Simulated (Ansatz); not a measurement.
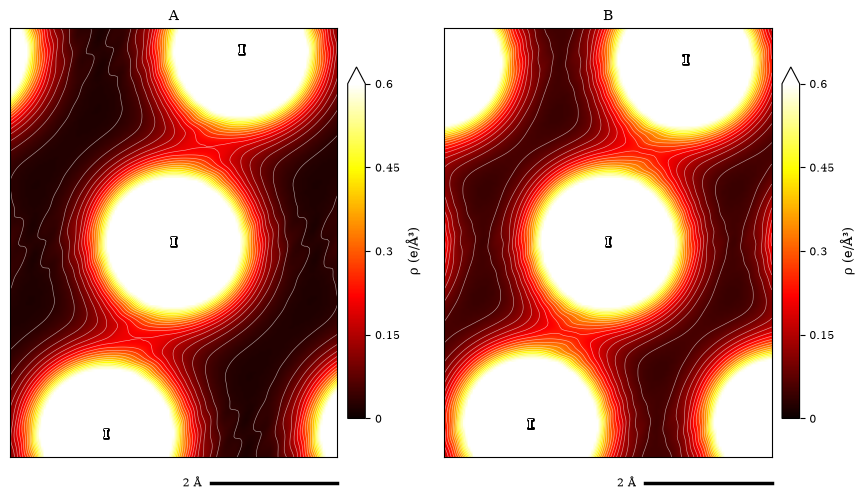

I. The valence electron density of two cells that differ in size and shape, on the (100) plane of each (indices in the axes of the calculation cell), at one length scale and on one colour scale; one has 32.7 and the other 40.6 Å³ an atom.

A structure from a database of computed crystals, not necessarily the ambient phase.

All numbers below come from Kohn-Sham DFT of a periodic cell, r2SCAN, Ansatz PAW (Ansatz).

In a PAW calculation such maps are meaningful between the atoms, not at the nuclei.

The larger cell:

```cif
data_structure
_symmetry_space_group_name_H-M 'P 1'
_symmetry_Int_Tables_number 1
_cell_length_a 4.5698
_cell_length_b 4.4825
_cell_length_c 3.2252
_cell_angle_alpha 70.584
_cell_angle_beta 67.686
_cell_angle_gamma 41.731
_cell_volume 40.55
loop_
_atom_site_label
_atom_site_type_symbol
_atom_site_fract_x
_atom_site_fract_y
_atom_site_fract_z
_atom_site_occupancy
I1 I 0.00000 0.00000 0.00000 1
```

The smaller cell: a = 3.999 Å, b = 3.999 Å, c = 3.136 Å, α = 66.91°, β = 66.92°, γ = 46.17°.

Q: Which is the denser cell? Describe the effect of the change.

A: Panel B is the smaller cell, by 19 % in volume. From the larger cell to the smaller, I–I goes from 3.23 to 3.14 Å, and the density at its midpoint from 0.21 to 0.23 e/Å³; the pressure goes from 0.0 to 5.0 GPa.
